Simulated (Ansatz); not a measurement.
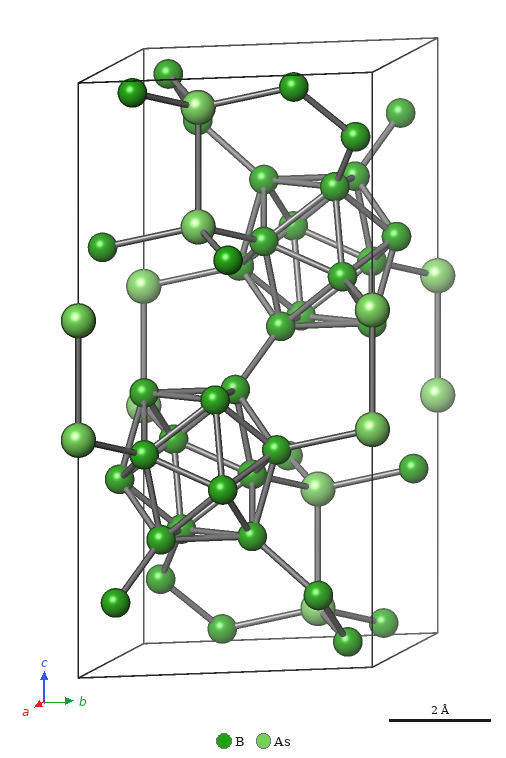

A ball-and-stick rendering, viewed slightly off an axis. Atoms at the boundary of the conventional unit cell (the box) are drawn once for each face, edge or corner they touch. Cell: a = 6.132 Å, b = 6.132 Å, c = 11.896 Å, α = 90.00°, β = 90.00°, γ = 120.00°.

Explain the picture.

- Chemical formula B6As.
- The lattice is rhombohedral (trigonal R) and the space group R-3m (No. 166).
- The cell holds 42 atoms (36 B, 6 As), Z = 6.
- Counting contacts within bonding distance, the coordination numbers are B 6 and As 4.

The initial geometry was a structure listed in the Materials Project. The geometry was optimised with Ansatz 0.2.0, DFT r2SCAN, scalar-relativistic, plane waves, PAW.
